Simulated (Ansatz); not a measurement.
**A series of single points on Ru**

System: Ru (P2₁/m, 2 atoms in the cell).
Method: DFT PBEsol, scalar-relativistic, plane waves, PAW, PAW set soft_1, no spin polarisation (Ansatz 0.2.0).

The 6 runs differ only in the geometry, by a shift of atoms along one path in a fixed cell. The shift s is measured from run 4: Ru1 moves along the Cartesian direction (0.00, −1.00, 0.00), and Ru2 with it in fixed proportion. The structure derives from an entry of the Crystallography Open Database.

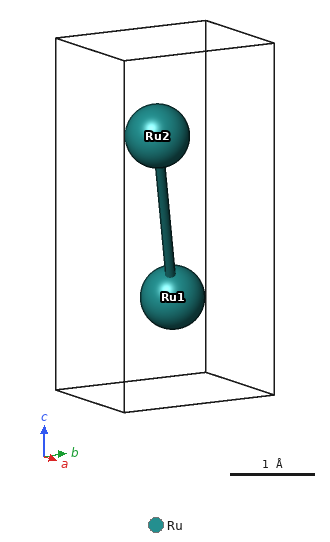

Figure 1. The structure of run 4 (ball-and-stick view of the cell of the calculation, seen slightly off an axis; atoms are numbered from 1 in the order of the input).

## Input of run 4
```yaml
crystal:
  lattice:
    - [2.6896847532, 0.0, 0.0]
    - [-1.3448423766, 2.3293353245, 0.0]
    - [0.0, 0.0, 4.2523798378]
  atoms:
    - { symbol: Ru, position: [0.2886209344, 0.646618029, 0.25] }
    - { symbol: Ru, position: [0.7113790656, 0.353381971, 0.75] }
basis:
  ecutwfc: 420
kpoints:
  mp_grid: { grid: [18, 18, 10] }
hamiltonian:
  xc: pbesol
  pseudopotentials: { kind: paw, azcp: { folder: soft_1 } }
scf:
  occupations: { method: gaussian, width: 0.15 }
output:
  forces: true
  stress: true
  eigenvalues: true
```

Command:
```bash
ansatz run input.yaml --threads 1 --pin off --max-ram 2048MiB --backend cpu --events-out ev --progress --plain --runs-dir out
```

Run 2 differs from it as follows:
```diff
-    - { symbol: Ru, position: [0.2886209344, 0.646618029, 0.25] }
-    - { symbol: Ru, position: [0.7113790656, 0.353381971, 0.75] }
+    - { symbol: Ru, position: [0.3186724256, 0.7067210114, 0.25] }
+    - { symbol: Ru, position: [0.6813275744, 0.2932789886, 0.75] }
```

## Results, with one run withheld

```csv
run,shift s of Ru1 (Å),"free energy per atom, from the lowest run given (meV)",pressure (GPa),force along the path (eV/Å)
1,−0.1867,129.96,5.57,3.651
2,−0.1400,?,?,?
3,−0.0934,6.52,2.15,1.480
4,0.0000,0.00,2.38,−1.245
5,0.0466,45.77,3.72,−2.690
6,0.0933,124.93,5.75,−4.040
```

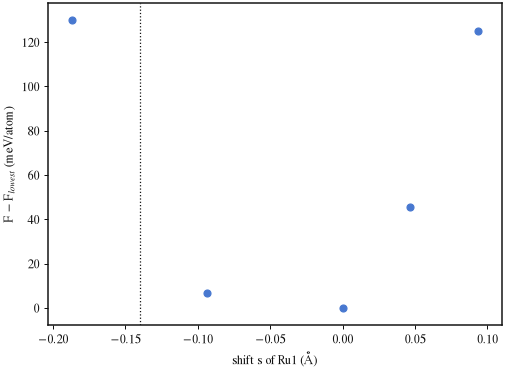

Figure 2. Free energy per atom of the runs given; the dotted line marks run 2.

Fit the runs given and predict run 2.

A cubic polynomial in the coordinate, fitted to the 5 runs given, misses them by at most 0.34 meV per atom. With x = s + 0.0280, it reads F = −11 + 198.15 x + 7280.2 x² + 2734.6 x³ (meV per atom). At run 2 it gives 54.29 meV per atom, and the run itself gives 55.37. The slope of the fit gives a force −dF/ds of 2.659 eV/Å along the path (summed over the atoms that move), and the printed forces give 2.685 eV/Å. The fit has its minimum at s = −0.0417 Å. So low a polynomial doesn't follow these energies more closely.

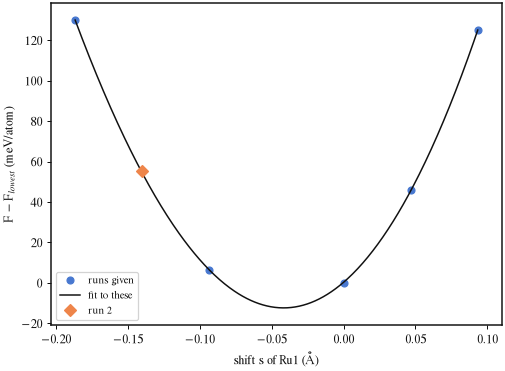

Figure 3. The fit and the withheld run.

## Output, shortened to warnings, some set-up lines, iterations and results (run 2)
```
Warning: [file] the record states the generating functional pbe (its physics header spells it `PBE`), which answers neither for hamiltonian.xc's functional nor for the pbesol family's — results may be inconsistent (PPs are generated against a specific XC)
Basis set: ecut = 420 eV, 537 PW (Γ), exchange–correlation on 36×36×60 points (8 copies of the dense FFT grid, shifted against one another)
Symmetry: 4 space group operations
k-points: 984 of 3240
Initial density: superposition of atomic densities (chi_scale 0.1, normalization cell)
[...]
SCF iter   1: F=—  HF=-11634.242961 eV  |F-HF|=—  |Δ(HF+E_count)|=         —  Δρ=1.29e-1  dr2=4.18e0  ethr=3.10e-3  ⟨swp⟩=4.9  Hψ=75961  notcnv=0
SCF iter   2: F=—  HF=-11633.230353 eV  |F-HF|=—  |Δ(HF+E_count)|=    1.01e0  Δρ=6.92e-2  dr2=1.19e0  ethr=3.10e-3  ⟨swp⟩=2.3  Hψ=39901  notcnv=0  defer=109
SCF iter   3: F=—  HF=-11632.835418 eV  |F-HF|=—  |Δ(HF+E_count)|=   3.95e-1  Δρ=3.89e-3  dr2=1.67e-3  ethr=3.10e-3  ⟨swp⟩=2.0  Hψ=31145  notcnv=0  defer=109
SCF iter   4: F=—  HF=-11632.837283 eV  |F-HF|=—  |Δ(HF+E_count)|=   1.87e-3  Δρ=4.87e-4  dr2=3.79e-5  ethr=5.21e-6  ⟨swp⟩=2.4  Hψ=42298  notcnv=0  defer=98
SCF iter   5: F=—  HF=-11632.837275 eV  |F-HF|=—  |Δ(HF+E_count)|=   8.61e-6  Δρ=1.83e-4  dr2=5.40e-6  ethr=1.18e-7  ⟨swp⟩=2.0  Hψ=32966  notcnv=0  defer=98
SCF iter   6: F=-11632.837273 eV  HF=-11632.837273 eV  |F-HF|=2.85e-8  |Δ(HF+E_count)|=   1.88e-6  Δρ=2.25e-5  dr2=4.92e-8  ethr=3.13e-10  ⟨swp⟩=4.0  Hψ=92064  notcnv=0
SCF 1 converged in 6 iterations: F = -11632.837273 eV  dr2 = 4.92e-8
SCF converged after 6 iterations
Free energy (F): -11632.837273 eV
Harris-Foulkes:  -11632.837273 eV  (|F-HF|=2.85e-8)
Internal energy: -11632.816818 eV  (E = F + TS)
E sigma→0 (E₀):  -11632.827045 eV
Entropy (-TS):   -0.020455 eV (-10.228 meV/atom)
Fermi energy:    23.797491 eV
--- Per-component energies (eV) ---
  E_band       = -100.135778
  E_kinetic    = 922.284310
  E_local      = -2507.348224  (includes V_loc(G=0)·N_el)
  E_nonlocal   = 829.172508
  E_hartree    = 829.768336
  E_xc         = -339.028530
  E_vxc        = -430.152340  (∫ρ·V_xc dr)
  E_paw        = -6880.257686  (= ΣΔE_a)
  E_vpaw       = -573.622887  (= ΣTr[D̂ρ^β])
  E_aug_tail   = 0.001226  (compensation charges beyond the density's cutoff)
  E_ewald      = -4487.915351
  E_core_change = 0.506593  (= ΣΔE_core)
  E_smearing   = -0.020455  (= −TS)
  E_closure    = 0.000000  (closes the sum)
  Σ components = -11632.837273   (vs F -11632.837273, Δ=0.00e0)
--- Forces (eV/Å), atoms counted from 1 ---
  atom   1  Ru     1.49389154    -1.34244131     0.00000000
  atom   2  Ru    -1.49389154     1.34244131     0.00000000
  max |Σ_I F_I| component: 2.22e-16 eV/Å
--- Stress (GPa, compression-positive) ---
       -2.335223       3.974554       0.000000
        3.974553       4.568864       0.000000
        0.000000       0.000000       7.969155
  P = ⅓ Tr σ = 3.4009 GPa (34.009 kbar)
```

Warnings of the run: the PAW datasets were made with another functional.
